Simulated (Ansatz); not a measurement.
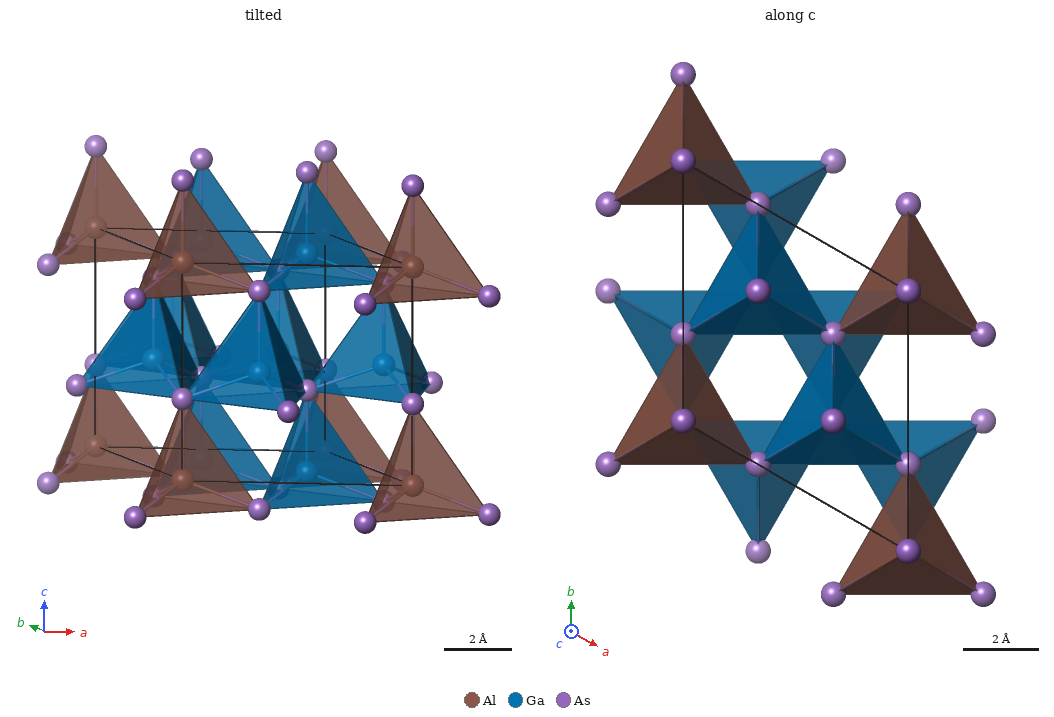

Figure: polyhedral view slightly off an axis and along the c axis. The frame is the conventional unit cell; atoms at its boundary are shown with their periodic copies. Some atoms of the next cells are drawn as well.

AlGa5As6, space group P31m (No. 157), a = 7.01 Å, b = 7.01 Å, c = 6.67 Å, α = 90.00°, β = 90.00°, γ = 120.00°.

The numbers come from Ansatz 0.2.0, DFT PBE, scalar-relativistic, plane waves, PAW, using E_cut = 420 eV, the zone sampled with 6×6×6 points, Gaussian smearing of 0.02 eV, no spin polarisation.

> Is the electronic structure metallic or gapped?

A semiconductor at this level, with a gap of 0.39 eV, direct.

> What is the computed pressure?

The computed pressure is 0.0 GPa, close to zero.

The structure was taken from a structure type filled with these elements by a generator (whether the compound takes this form wasn't checked). Earlier steps of the study may have refined or changed the cell and positions. It went into a calculation with Ansatz.
